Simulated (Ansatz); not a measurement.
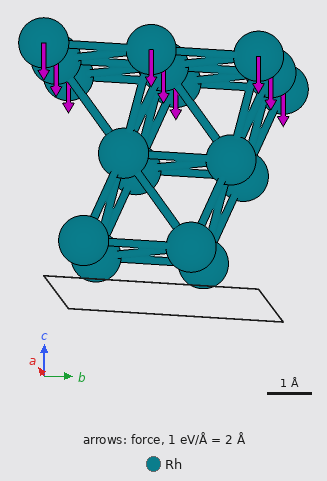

Starting geometry of a slab of composition Rh (cut from the Fm-3m phase) with the computed forces as purple arrows. A ball-and-stick model of the cell of the calculation, outlined in the plane, without the vacuum, seen from a free direction.

Case: clean slab, lower planes held. The slab is the (1 1 1) face of Rh. 4 atoms are held fixed.

All numbers below come from Ansatz 0.2.0, DFT PBE, scalar-relativistic, plane waves, PAW. (plane-wave cutoff 420 eV; k-point mesh 4 × 4 × 1; occupations gaussian; smearing width 0.1 eV; no spin polarisation; dipole correction; atoms relaxed in a fixed cell; force threshold 0.03 eV/Å; at most 70 steps)

### What follows when this structure is relaxed?

It isn't relaxed: the largest force vector, on Rh atoms, is 0.44 eV/Å. The atoms end up moving mostly along the starting forces (cosine between the two patterns 0.90). The energy falls by 0.108 eV per cell of the calculation in 2 accepted moves (3 points after the start). The largest force component goes from 0.44 to 0.013 eV/Å. 1 step only repeated the SCF at the same geometry. The largest moves, 0.12 Å, are those of Rh atoms. The cell stays as it was. Near-neighbour distances that change, for instance: Rh–Rh 2.708 → 2.659 Å. Cost: 27 s on 4 threads of Arm Neoverse V2, with other jobs on the host, peak memory 1.2 GiB.
